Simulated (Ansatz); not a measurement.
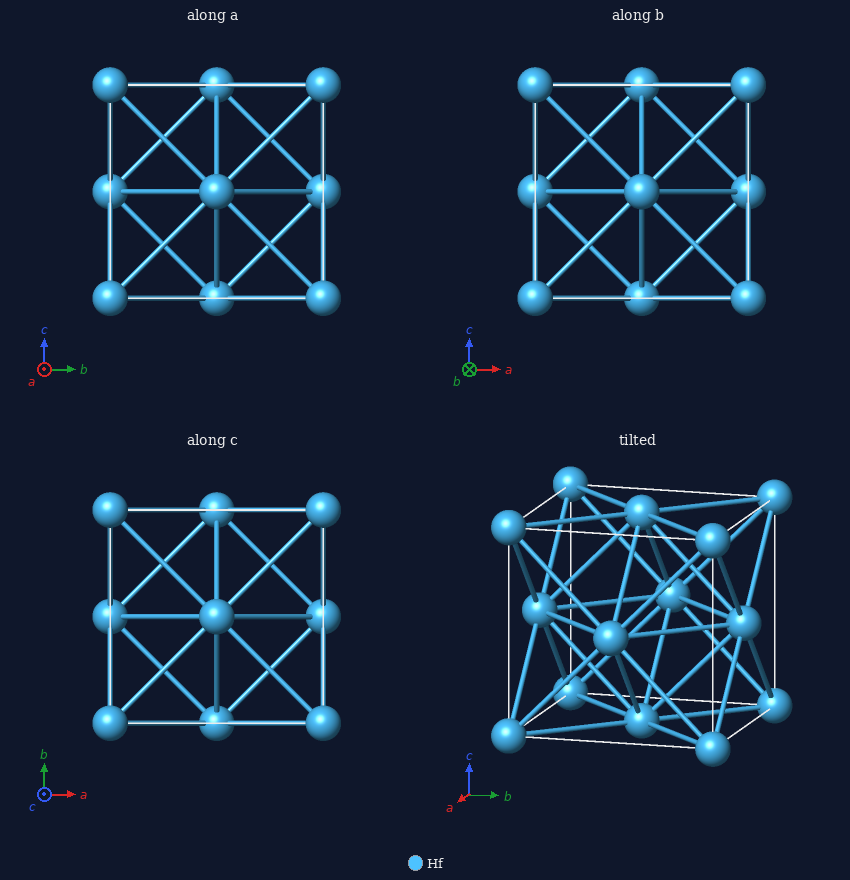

The crystal in a ball-and-stick representation, seen along the a axis, along the b axis, along the c axis and slightly off an axis. The outline marks the conventional unit cell.

Lattice parameters: a = 4.4790 Å, b = 4.4790 Å, c = 4.4790 Å, α = 90.000°, β = 90.000°, γ = 90.000°.

> Reconstruct the structure as a CIF with its space group and independent sites.

```cif
data_structure
_symmetry_space_group_name_H-M 'F m -3 m'
_symmetry_Int_Tables_number 225
_cell_length_a 4.4790
_cell_length_b 4.4790
_cell_length_c 4.4790
_cell_angle_alpha 90.000
_cell_angle_beta 90.000
_cell_angle_gamma 90.000
_cell_volume 89.85
loop_
_atom_site_label
_atom_site_type_symbol
_atom_site_symmetry_multiplicity
_atom_site_Wyckoff_symbol
_atom_site_fract_x
_atom_site_fract_y
_atom_site_fract_z
_atom_site_occupancy
Hf1 Hf 4 a 0.0000 0.0000 0.0000 1
```

The model was built from a structure type filled with this element by a generator (whether the element takes this form wasn't checked). Earlier steps of the study may have refined or changed the cell and positions. It went into a calculation with Ansatz.
